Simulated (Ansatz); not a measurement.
## Single-point calculation of MoS2 (part 1 of 3)

MoS2 (R3m, 3 atoms in the cell), computed with DFT PBE, scalar-relativistic, plane waves, PAW, spin-polarised (Ansatz 0.2.0).

The structure derives from an entry of the Crystallography Open Database. It belongs to a series of runs on one base structure; here: random orbitals: random, high filling. Figures and captions count atoms from 1; the log counts them from 0 in places.

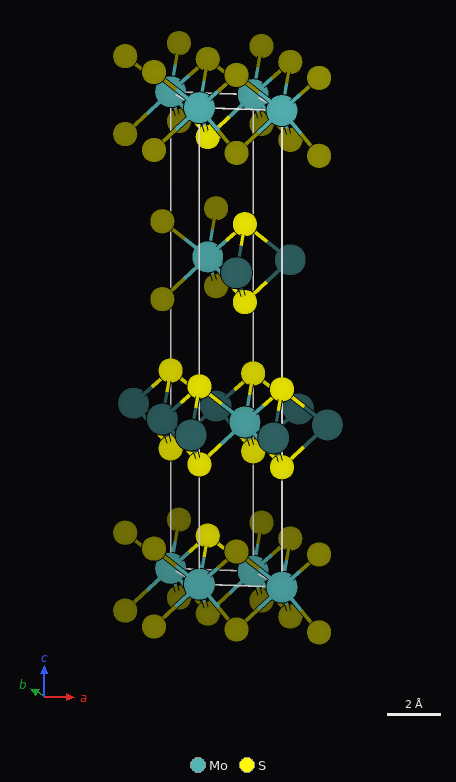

The structure (ball-and-stick view of the cell 3 times as large as that of the calculation, set on its symmetry axes, seen slightly off an axis; neighbours outside the cell are drawn fainter). Near neighbours in the crystal (not all of them lie inside the picture): Mo has 6 S at 2.36 Å; S has 3 Mo at 2.36 Å.

Input file:
```yaml
crystal:
  lattice:
    - [1.58149989, 0.91307939, 6.12332821]
    - [-1.58149989, 0.91307939, 6.12332821]
    - [0.0, -1.82615878, 6.12332821]
  atoms:
    - { symbol: Mo, position: [0.0, 0.0, 0.0], spin: 2.0 }
    - { symbol: S, position: [0.7484, 0.7484, 0.7484] }
    - { symbol: S, position: [0.5849, 0.5849, 0.5849] }
basis:
  ecutwfc: 420
  ecutrho_ratio: 4
kpoints:
  mp_grid: { grid: [7, 7, 7] }
hamiltonian:
  xc: pbe
  hubbard:
    sites:
      - { site: 0, l: d, u_eff: 0.0, starting_ns: [{ spin: up, occupation_matrix: s0up }, { spin: down, occupation_matrix: s0down }] }
    occupation_matrices:
      s0up:
        matrix:
          - [0.08885, -0.17042, -0.04611, 0.16414, 0.05054]
          - [-0.17042, 0.81717, -0.17467, -0.06182, -0.24178]
          - [-0.04611, -0.17467, 0.27311, -0.375, 0.05594]
          - [0.16414, -0.06182, -0.375, 0.7275, 0.0134]
          - [0.05054, -0.24178, 0.05594, 0.0134, 0.09337]
      s0down:
        matrix:
          - [0.02, 0.0, 0.0, 0.0, 0.0]
          - [0.0, 0.02, 0.0, 0.0, 0.0]
          - [0.0, 0.0, 0.02, 0.0, 0.0]
          - [0.0, 0.0, 0.0, 0.02, 0.0]
          - [0.0, 0.0, 0.0, 0.0, 0.02]
    ns_hold: until_converged
scf:
  occupations: { method: gaussian, width: 0.05 }
  lower_state_search: "off"
  max_iter: 150
output:
  forces: true
  stress: true
  eigenvalues: true
  populations: true
  hubbard: { sites: [{ site: 0, l: d }] }
  write_density: true
  write_potential: true
  elf: true
  volumetric_format: npy
magnetization:
  spin_polarized: true
```

Machine: 2 threads of Intel Xeon (Sapphire Rapids), 64 GiB of memory available, shared host.

Launched with:
```bash
ansatz run input.yaml --threads 2 --pin off --max-ram 3072MiB --backend cpu --events-out ev --progress --plain --runs-dir out
```

What the program printed:
```
Warning: crystal.symmetry: narrowed to the stabiliser of the occupation matrices — unitary ops 6 → 1; lowered by the specified shell (site 0, l: d); largest admitted image defect 4.4e-16, smallest excluded 3.5e-1 — at a splitting's scale: the group the occupation matrices' own texture admits
basis.fft_grid_basis auto: the FFT boxes are laid along the combinations [[1, -1, 0], [0, 1, 0], [0, -1, 1]] of the cell's own vectors, 3.163, 6.390 and 3.163 Å long. The dense box has 24×45×24 points. Along the cell's own vectors, as sized, it would have 45×45×45, 3.52 times as many. Of the 6 symmetry operations that the crystal satisfies within crystal.symmetry.tolerance (time reversal apart; of a slab, those that keep its plane) the dense box along the cell's own vectors carries 6, and the one as laid loses 4 of those. basis.fft_grid_basis: typed keeps the cell's own vectors: state it where this run's energies or levels are differenced outside the engine with another run's, or held beside a run that keeps those vectors. Those combinations have planes normal to reciprocal vector 3, as the cell's own vectors have. Each planar average written beside output.write_density, output.write_potential has a row for each plane of the box: 24. The volumetric files lie along those combinations, not along the cell's own vectors: a cube or XSF file states them, and fields.json those of NumPy files.
Mo: projections on atomic orbitals take those of the free atom [Ar 3d10] 4s2 4p6 4d5 5s1, of charge +0.00 (hamiltonian.pseudopotentials.projection_atoms); the dataset's partial waves leave at most 6.0e-6 of an orbital's norm unspanned inside its sphere
S: projections on atomic orbitals take those of the free atom [Ne] 3s2 3p4, of charge +0.00 (hamiltonian.pseudopotentials.projection_atoms); the dataset's partial waves leave at most 1.6e-7 of an orbital's norm unspanned inside its sphere
Engine: ansatz 0.2.0, x86_64-unknown-linux-gnu
Pseudopotentials: kind: paw
Pseudopotential: Mo, paw, valence charge 14, recommended cutoff 420 eV (normal), Mo.paw.azcp
Pseudopotential: S, paw, valence charge 6, recommended cutoff 420 eV (normal), S.paw.azcp
Functional definition: PBE
  parameter kappa = 0.804
  parameter beta = 0.06672455060314922
  exchange = pbe_x(kappa = kappa, mu = beta*pi^2/3)
  correlation = pbe_c(beta = beta)
Crystal: 3 atoms, lattice volume = 53.054 Å³
Basis set: ecut = 420 eV, 1011 PW (Γ), FFT grids on a1−a2, a2, −a2+a3, exchange–correlation on 48×90×48 points (8 copies of the dense FFT grid, shifted against one another)
Bands: 18, of which v1, the nominal top of the filled ones, is band 13 counted from 1 (12 counted from 0)
Symmetry: 1 space group operations
k-points: 172 of 343 (time reversal used)
Non-local potential: Mo, projectors of the file, l = 0: 3, l = 1: 2, l = 2: 2, l = 3: 1
Non-local potential: S, projectors of the file, l = 0: 2, l = 1: 2, l = 2: 2
PAW form: soft (Blöchl's): semilocal exchange-correlation on the pseudo side does not see the compensation charge
PAW one-centre angular grid: Mo, 590 points (default); XC on 64 Gauss nodes
PAW one-centre angular grid: S, 110 points (default); XC on 64 Gauss nodes
Initial density: superposition of atomic densities (chi_scale 0.1, normalization cell)
Starting moments: Σ|m| = 2 μB on 1 of 3 sites
Initial wavefunctions: pseudopotential atomic-orbital guess
Functional: x = pbe(κ = 0.804, μ = 0.2195149727645171), c = pbe(β = 0.06672455060314922)
```
